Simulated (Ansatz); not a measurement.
**Run report: Ir3O, geometry relaxation (part 2 of 2)**

Ir3O (Im-3m, 4 atoms in the cell); DFT PBE, scalar-relativistic, plane waves, PAW, no spin polarisation (Ansatz 0.2.0); cutoff 420 eV, 14×14×14 k-mesh, Gaussian smearing of 0.1 eV. The structure was made by a generator, so it may or may not be a known phase.

Geometry of the input (Å; fractional positions):
```
-2.4765  2.4765  2.4765
2.4765  -2.4765  2.4765
2.4765  2.4765  -2.4765
Ir 0.0000  0.5000  0.5000
Ir 0.5000  0.0000  0.5000
Ir 0.5000  0.5000  0.0000
O  0.0000  0.0000  0.0000
```

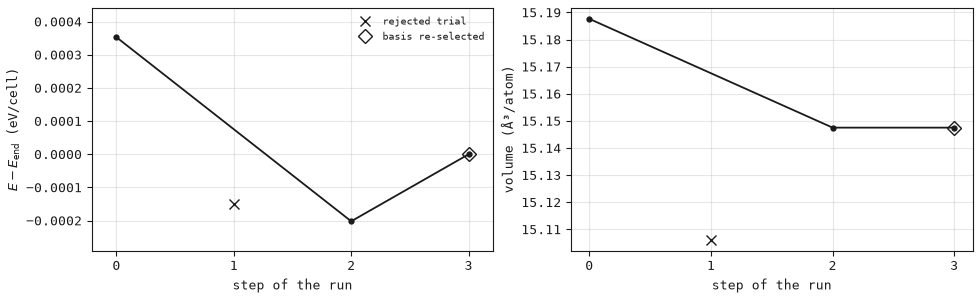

Progress of the relaxation, step by step (the first geometry is step 0 here and step 1 in the log). No atom moves by more than 0.005 Å relative to the cell. The volume changes by −0.3 %, with a = b = c 4.953 → 4.949 Å (−0.1 %). The space group stays Im-3m (No. 229). Over 2 geometry steps the energy falls by 0.6 meV per cell of the calculation. All forces vanish by symmetry, so only the cell relaxes. The pressure goes from −0.59 to −0.01 GPa. The line search rejected the trial step at point 1 (counted from 0) and went back. A last SCF at the same geometry on a re-selected plane-wave basis shifts the energy by +0.2 meV per cell of the calculation.

```
basis re-selected at this cell: Δ(F+E_penalty+E_count) = +2.015e-4 eV, ΔP = -0.005 GPa vs the last step (what re-selecting the basis moved, of the pressure what is left beyond the Pulay correction that the steps carried, after the strain that the cell walked since its last selection, with what the two solves' SCF thresholds leave and, on support functions, any second-order correction that the steps lacked; it is no measure of the basis error at this ecutwfc). This SCF's stress stands 8.01e-3 GPa from its target on what of the cell is left free (relax.cell.stress_tol is 5.00e-2 GPa) and its largest allowed force component is 2.45e-29 eV/Å (relax.f_tol is 1.00e-2 eV/Å): within both
SCF converged after 8 iterations
Free energy (F): -36366.073770 eV
Harris-Foulkes:  -36366.073770 eV  (|F-HF|=7.28e-12)
Internal energy: -36366.049678 eV  (E = F + TS)
E sigma→0 (E₀):  -36366.061724 eV
Entropy (-TS):   -0.024092 eV (-6.023 meV/atom)
Fermi energy:    17.902454 eV
--- Per-component energies (eV) ---
  E_band       = -564.159558
  E_kinetic    = 2034.105991
  E_local      = -4598.200376  (includes V_loc(G=0)·N_el)
  E_nonlocal   = 271.414365
  E_hartree    = 1722.721665
  E_xc         = -871.128194
  E_vxc        = -985.504103  (∫ρ·V_xc dr)
  E_paw        = -27827.951348  (= ΣΔE_a)
  E_vpaw       = -731.421140  (= ΣTr[D̂ρ^β])
  E_aug_tail   = 0.002376  (compensation charges beyond the density's cutoff)
  E_ewald      = -7097.014157
  E_smearing   = -0.024092  (= −TS)
  E_closure    = 0.000000  (closes the sum)
  Σ components = -36366.073770   (vs F -36366.073770, Δ=0.00e0)
--- Forces (eV/Å), atoms counted from 1 ---
  atom   1  Ir     0.00000000    -0.00000000     0.00000000
  atom   2  Ir     0.00000000    -0.00000000    -0.00000000
  atom   3  Ir     0.00000000     0.00000000     0.00000000
  atom   4  O     -0.00000000     0.00000000    -0.00000000
  max |Σ_I F_I| component: 8.31e-29 eV/Å
--- Stress (GPa, compression-positive) ---
       -0.008009      -0.000000      -0.000000
       -0.000000      -0.008009      -0.000000
       -0.000000      -0.000000      -0.008009
  P = ⅓ Tr σ = -0.0080 GPa (-0.080 kbar)
--- Band table (eV; the first three rows and the last of 104) ---
  k-point 0: bands = ["-74.5321", "-74.4188", "-74.4188", "-31.9363", "-31.9363", "-31.9363", "-31.2025", "-31.2025", "-31.2025", "-30.9095", "-30.9095", "-30.9095", "-0.5170", "10.0470", "11.6665", "11.6665", "11.9277", "11.9277", "11.9277", "14.1358", "14.1358", "14.1358", "16.1738", "17.1407", "17.1407", "17.1407", "17.4902", "17.4902", "18.6687", "18.6687", "18.6687", "21.9471", "23.4220", "23.4220", "23.4220"]
  k-point 1: bands = ["-74.5309", "-74.4200", "-74.4188", "-31.9364", "-31.9244", "-31.9240", "-31.2036", "-31.2024", "-31.2019", "-30.9226", "-30.9221", "-30.9101", "-0.5066", "10.0993", "11.6912", "11.7341", "11.9327", "11.9610", "11.9815", "14.0189", "14.0740", "14.1622", "16.2840", "17.0906", "17.0925", "17.1201", "17.5242", "17.6260", "18.5593", "18.6140", "18.6172", "21.3934", "23.0121", "23.4349", "23.9049"]
  k-point 2: bands = ["-74.5272", "-74.4237", "-74.4189", "-31.9367", "-31.8895", "-31.8876", "-31.2071", "-31.2026", "-31.2001", "-30.9611", "-30.9589", "-30.9119", "-0.4774", "10.2406", "11.7661", "11.9340", "11.9461", "12.0630", "12.1414", "13.7325", "13.9599", "14.2419", "16.5044", "16.9301", "16.9471", "17.0490", "17.6553", "17.9665", "18.2520", "18.4840", "18.4855", "20.4365", "22.0362", "23.4636", "24.6458"]
  k-point 103: bands = ["-74.4936", "-74.4936", "-74.3825", "-31.9507", "-31.9507", "-31.9507", "-31.1790", "-31.1790", "-31.1790", "-30.9219", "-30.9219", "-30.9219", "-0.4161", "11.3976", "11.3976", "11.8401", "13.0910", "13.0910", "13.0910", "13.4433", "13.4433", "13.4433", "16.5068", "16.5258", "16.5258", "16.5258", "17.4006", "17.4006", "18.7007", "18.7007", "18.7007", "20.3467", "20.3467", "20.3467", "23.7344"]
--- Relaxed structure (3 steps of the walk, 2 accepted, 1 SCFs on fresh bases) ---
  F+E_penalty+E_count = -36366.07377001 eV   max|allowed force component| = 2.446e-29 eV/Å   (the final SCF, on the basis selected at the relaxed cell)
  cell:  # Å, volume = 60.5901 Å³
    - [-2.4742711657224534, 2.4742711657224534, 2.4742711657224534]
    - [2.4742711657224534, -2.4742711657224534, 2.4742711657224534]
    - [2.4742711657224534, 2.4742711657224534, -2.4742711657224534]
  atoms:
    - { symbol: Ir, position: [-1.27376176336305e-35, 0.5, 0.5] }
    - { symbol: Ir, position: [0.5, -1.2737617633586846e-35, 0.5] }
    - { symbol: Ir, position: [0.5, 0.5, -8.172506551901022e-36] }
    - { symbol: O, position: [5.848208682914978e-47, 4.933677781791424e-46, 5.081955198791316e-46] }
```

## Trajectory as extended XYZ (Å, eV, eV/Å), 4 frames, from step=1 to step=4
```
4
Lattice="-2.4765 2.4765 2.4765 2.4765 -2.4765 2.4765 2.4765 2.4765 -2.4765" Properties=species:S:1:pos:R:3:forces:R:3 step=1 energy=-36366.07342 pressure_GPa=-0.59
Ir    2.4765    0.0000    0.0000    0.0000   0.0000   0.0000
Ir    0.0000    2.4765    0.0000    0.0000   0.0000   0.0000
Ir    0.0000    0.0000    2.4765    0.0000   0.0000   0.0000
O     0.0000    0.0000    0.0000    0.0000   0.0000   0.0000
4
Lattice="-2.4720 2.4720 2.4720 2.4720 -2.4720 2.4720 2.4720 2.4720 -2.4720" Properties=species:S:1:pos:R:3:forces:R:3 step=2 energy=-36366.07392 pressure_GPa=0.61 accepted=F
Ir    2.4720    0.0000    0.0000    0.0000   0.0000   0.0000
Ir    0.0000    2.4720    0.0000    0.0000   0.0000   0.0000
Ir    0.0000    0.0000    2.4720    0.0000   0.0000   0.0000
O     0.0000    0.0000    0.0000    0.0000   0.0000   0.0000
4
Lattice="-2.4743 2.4743 2.4743 2.4743 -2.4743 2.4743 2.4743 2.4743 -2.4743" Properties=species:S:1:pos:R:3:forces:R:3 step=3 energy=-36366.07397 pressure_GPa=-0.00
Ir    2.4743    0.0000    0.0000    0.0000   0.0000   0.0000
Ir    0.0000    2.4743    0.0000    0.0000   0.0000   0.0000
Ir    0.0000    0.0000    2.4743    0.0000   0.0000   0.0000
O     0.0000    0.0000    0.0000    0.0000   0.0000   0.0000
4
Lattice="-2.4743 2.4743 2.4743 2.4743 -2.4743 2.4743 2.4743 2.4743 -2.4743" Properties=species:S:1:pos:R:3:forces:R:3 step=4 energy=-36366.07377 pressure_GPa=-0.01
Ir    2.4743    0.0000    0.0000    0.0000   0.0000   0.0000
Ir    0.0000    2.4743    0.0000    0.0000   0.0000   0.0000
Ir    0.0000    0.0000    2.4743    0.0000   0.0000   0.0000
O     0.0000    0.0000    0.0000    0.0000   0.0000   0.0000
```

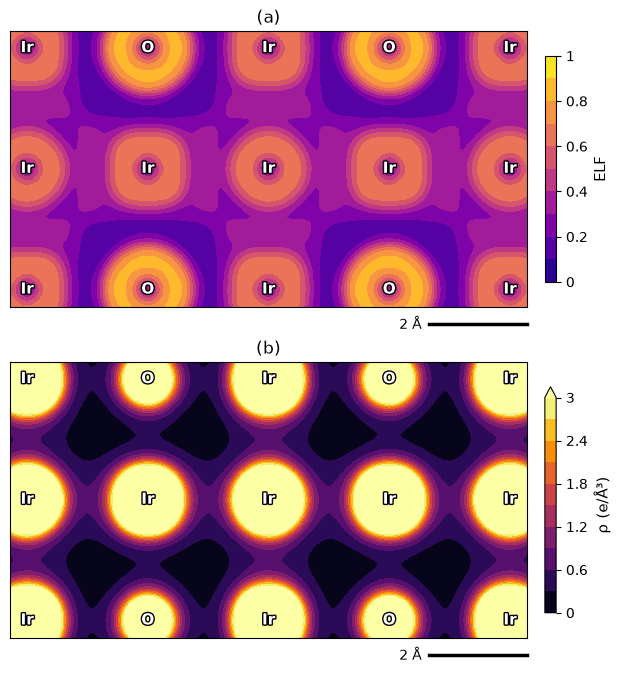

(a) ELF; (b) valence pseudo-density on the (100) plane of the conventional cell. Atoms in the plane: Ir and O. Ir–Ir (2.47 Å): ρ at the midpoint is about 0.67 e/Å³; the ELF is about 0.35 at the midpoint; no shared electron pair. Ir–O (2.47 Å): the density is about 0.34 e/Å³ at the midpoint; the ELF is about 0.15 at the midpoint (a polar contact without a shared pair, in a metal). Away from the nuclei the density in this plane falls to 0.14 e/Å³ at its lowest. The strong features right at Ir lie inside the PAW spheres (semicore, d or f shells) and say nothing about bonding. The fields are those of the smooth PAW valence density.

## Summary

| quantity | value |
| --- | --- |
| outcome | converged |
| space group (tolerance 0.01 Å) | Im-3m (229) |
| electrons treated | 57 |
| free energy | −36366.0738 eV |
| Fermi energy | 17.902 eV |
| gap on the k-point mesh | none (metallic) |
| pressure | −0.01 GPa |
| final volume | 60.59 Å³ |
| largest force (length of the vector) at the end | under 0.001 eV/Å |
| final cell | a = 4.286 Å, b = 4.286 Å, c = 4.286 Å, α = 109.47°, β = 109.47°, γ = 109.47° |
| wall time | 39 s |
| peak memory | 0.44 GiB |

Spin–orbit coupling is left out, which matters for Ir. The cell holds an odd number of electrons but the run has no spin polarisation, so it comes out as a metal.
